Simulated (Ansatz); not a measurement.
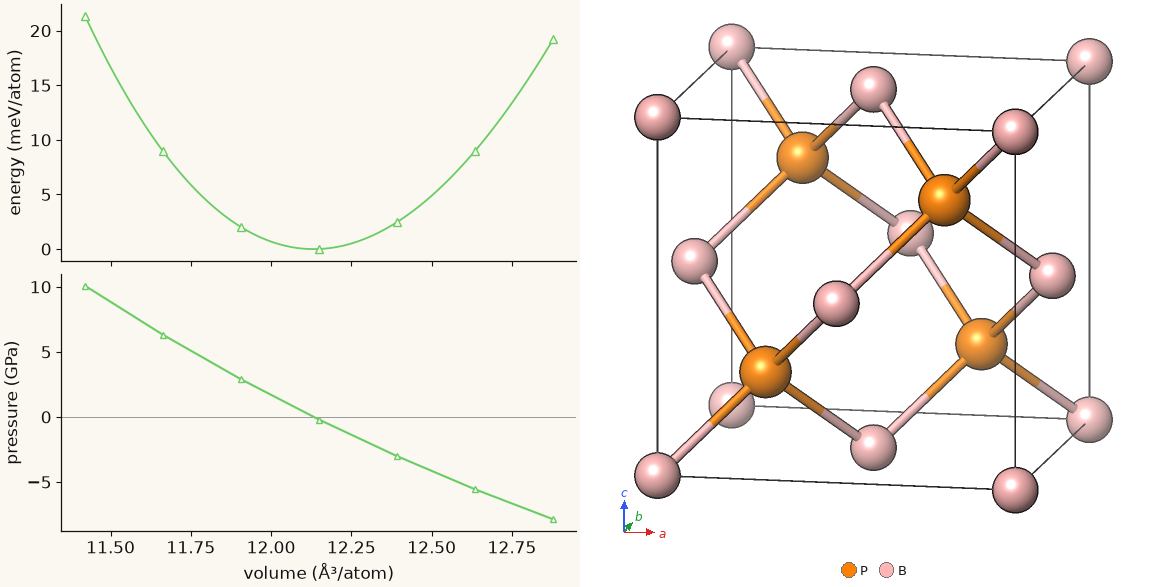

How it was computed, with Ansatz 0.2.0: plane-wave DFT, collinear spins; energies at scaled volumes of the given cell, shape and fractions fixed, counted from the fit's minimum, third-order Birch-Murnaghan fit. Level: BLYP, collinear spin.

- k mesh: 10×10×10
- occupations: tetrahedron
- potentials: Ansatz PAW
- wave cutoff: 420 eV
- density cutoff: 1680 eV

Cell as given: a = 3.251 Å, b = 3.251 Å, c = 3.251 Å, α = 60.00°, β = 60.00°, γ = 60.00°; 2 atoms.

**Figure.** Energy and pressure against volume for BP, space group F-43m (No. 216). The conventional cell is drawn beside the plot.

A third-order Birch–Murnaghan fit gives V0 = 12.13 Å³/atom, B0 = 148 GPa and B′ = 3.9. The energy is 21.36 meV/atom at volume 11.42 Å³/atom and 19.20 meV/atom at 12.88 Å³/atom; the lowest computed point is at volume 12.15 Å³/atom (0.01 meV/atom). The pressure falls from 10.09 GPa at volume 11.42 Å³/atom to −7.86 GPa at 12.88 Å³/atom, and changes sign near 12.13 Å³/atom.

Caveats: the functional was run on potentials made for another functional.
